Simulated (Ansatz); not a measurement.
# SnO2: what the fields show

```yaml
crystal:
  lattice:
    - [9.70098, 0.00000, 0.00000]
    - [0.00000, 9.90531, 0.00000]
    - [0.00000, 0.00000, 5.81553]
  atoms:
    - { symbol: Sn, position: [0.93591, 0.66697, 0.00460] }
    - { symbol: Sn, position: [0.93591, 0.16697, 0.50460] }
    - { symbol: Sn, position: [0.43591, 0.33303, 0.00460] }
    - { symbol: Sn, position: [0.43591, 0.83303, 0.50460] }
    - { symbol: Sn, position: [0.56409, 0.66697, 0.00460] }
    - { symbol: Sn, position: [0.56409, 0.16697, 0.50460] }
    - { symbol: Sn, position: [0.06409, 0.33303, 0.00460] }
    - { symbol: Sn, position: [0.06409, 0.83303, 0.50460] }
    - { symbol: O, position: [0.00000, 0.50000, 0.15485] }
    - { symbol: O, position: [0.00000, 0.00000, 0.65485] }
    - { symbol: O, position: [0.56324, 0.80571, 0.24589] }
    - { symbol: O, position: [0.56324, 0.30571, 0.74589] }
    - { symbol: O, position: [0.25000, 0.84020, 0.37118] }
    - { symbol: O, position: [0.25000, 0.34020, 0.87118] }
    - { symbol: O, position: [0.43676, 0.19429, 0.24589] }
    - { symbol: O, position: [0.43676, 0.69429, 0.74589] }
    - { symbol: O, position: [0.75000, 0.15980, 0.37118] }
    - { symbol: O, position: [0.75000, 0.65980, 0.87118] }
    - { symbol: O, position: [0.06324, 0.19429, 0.24589] }
    - { symbol: O, position: [0.06324, 0.69429, 0.74589] }
    - { symbol: O, position: [0.50000, 0.50000, 0.15485] }
    - { symbol: O, position: [0.50000, 0.00000, 0.65485] }
    - { symbol: O, position: [0.93676, 0.80571, 0.24589] }
    - { symbol: O, position: [0.93676, 0.30571, 0.74589] }
```

Space group Ama2.

Method: DFT PBE, scalar-relativistic, plane waves, PAW in Ansatz 0.2.0.

The density is the valence pseudo-density of a PAW calculation; it isn't the true density close to the nuclei.

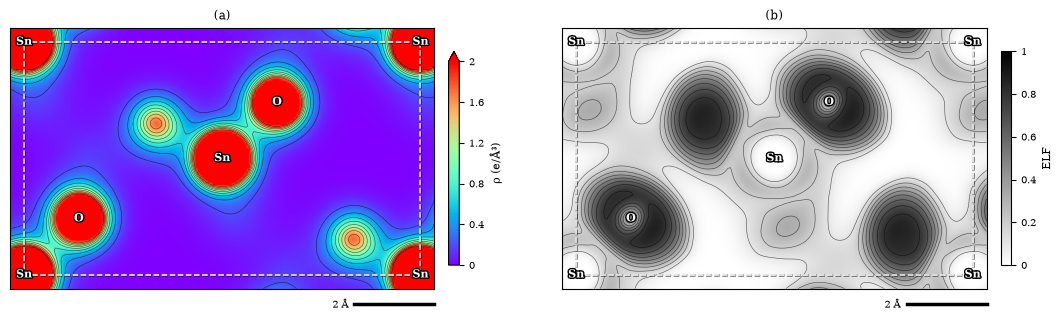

Figure 1. (a) valence pseudo-density; (b) ELF on the (100) plane of the conventional cell.

Q: Interpret the plot.

A:
- Atoms in the plane: Sn and O.
- Atoms just off the plane (O, 0.6 Å away) can leave unmarked features too.
- Sn–O (1.96 Å): the density is about 0.82 e/Å³ at the midpoint; the ELF peaks at about 0.80 in the valence shell of O, 0.6 Å from its nucleus, and is about 0.25 at the midpoint: no shared electron pair shows on this line.
- Between the atoms the lowest density in this plane is 0.003 e/Å³.
- The ELF also peaks beside O, away from the bonds: lone-pair regions.

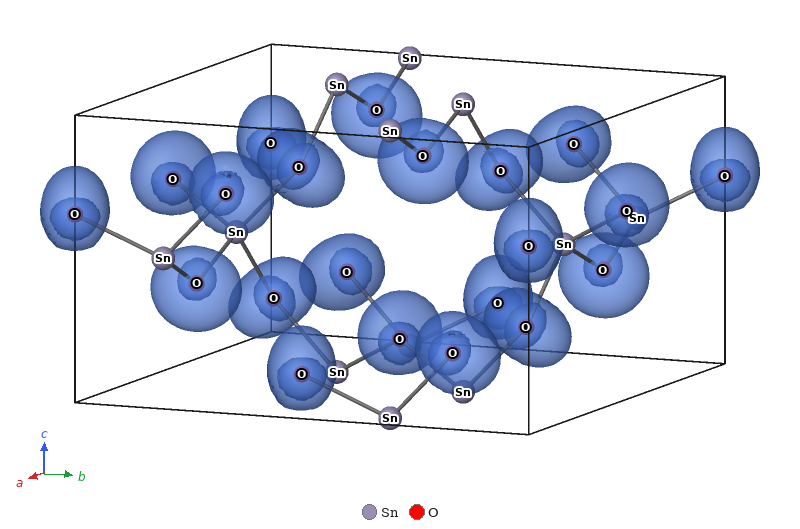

Figure 2. Isosurface of the electron localisation function at 0.75 (blue), seen slightly off an axis. Only the valence region is drawn (cores and ρ < 0.01 e/Å³ removed). Sticks mark near contacts.

Q: Identify the bonds, lone pairs and shells in this picture.

A: The surface consists of 16 regions wrapped around O (the valence shell of each), counted in one cell of 24 atoms. Regions shared between cells count once.

Q: Does the calculation give a band gap?

A: It is gapped, with a Kohn–Sham gap of 2.2 eV on the k-point mesh (the band edges may lie off the mesh, which would make the gap smaller).
